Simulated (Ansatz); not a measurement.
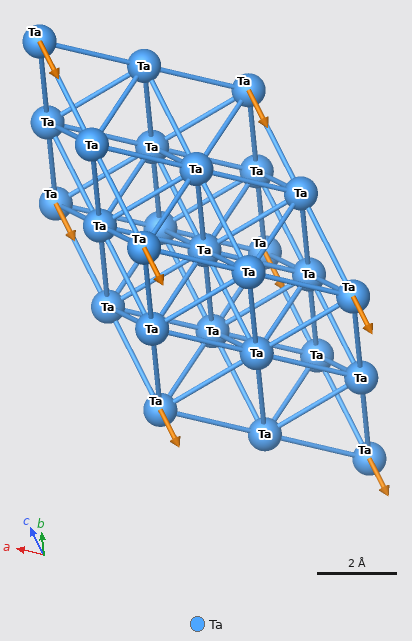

Crystalline Ta (Fm-3m): Ta1 (one in each cell of 8 atoms) is moved towards the nearest copy of atom 2 (Ta) at 2.984 Å, all else fixed. The picture shows the reference cell. The orange arrows give the direction of positive displacement. Style: ball-and-stick. Shown: the cell of the calculation, from a free direction.

Computed with DFT PBEsol, scalar-relativistic, plane waves, PAW in Ansatz. Settings: plane-wave cutoff 420 eV; k-point mesh 10 × 10 × 10; occupations gaussian; smearing width 0.15 eV; no spin polarisation. Energies (free energies at the smearing named) are counted from the cell as listed in its source, which wasn't relaxed.

The input:
```yaml
crystal:
  lattice:
    - [0.0, 4.22, 4.22]
    - [4.22, 0.0, 4.22]
    - [4.22, 4.22, 0.0]
  atoms:
    - { symbol: Ta, position: [0.0, 0.0, 0.0] }
    - { symbol: Ta, position: [0.0, 0.0, 0.5] }
    - { symbol: Ta, position: [0.0, 0.5, 0.0] }
    - { symbol: Ta, position: [0.0, 0.5, 0.5] }
    - { symbol: Ta, position: [0.5, 0.0, 0.0] }
    - { symbol: Ta, position: [0.5, 0.0, 0.5] }
    - { symbol: Ta, position: [0.5, 0.5, 0.0] }
    - { symbol: Ta, position: [0.5, 0.5, 0.5] }
basis:
  ecutwfc: 420
kpoints:
  mp_grid: { grid: [10, 10, 10] }
hamiltonian:
  xc: pbesol
scf:
  occupations: { method: gaussian, width: 0.15 }
output:
  forces: true
  stress: true
  eigenvalues: true
```

Launched with:
```bash
ansatz run input.yaml --threads 2 --pin off --max-ram 5120MiB --backend cpu --events-out ev --progress --plain --runs-dir out
```

> Predict the energy profile (the displacement: −0.30, −0.20, −0.10, 0.00, 0.05, 0.10, 0.15, 0.20, 0.25, 0.30 Å).

| displacement (Å) | E − E(ref) (meV/cell) |
| --- | --- |
| −0.30 | 332 |
| −0.20 | 149 |
| −0.10 | 37 |
| 0.00 | 0 |
| 0.05 | 9 |
| 0.10 | 37 |
| 0.15 | 84 |
| 0.20 | 149 |
| 0.25 | 231 |
| 0.30 | 332 |

Points that are alike by symmetry were computed once.

Of the computed points the lowest is at the displacement 0.00 Å, 0 meV/cell. The end points stand at 332 meV/cell (−0.30 Å) and 332 meV/cell (0.30 Å). The curvature at zero is about 7.5 eV/Å². The well is symmetric. At the highest point the shortest interatomic distance is 2.68 Å, against 2.98 Å in the reference. The distortion takes the space group from Fm-3m to Imm2.

As a plot (hollow markers are points alike by symmetry):

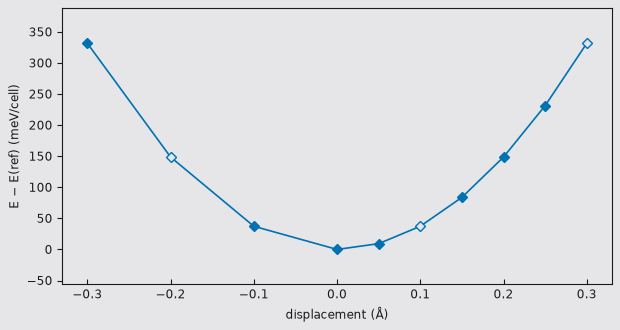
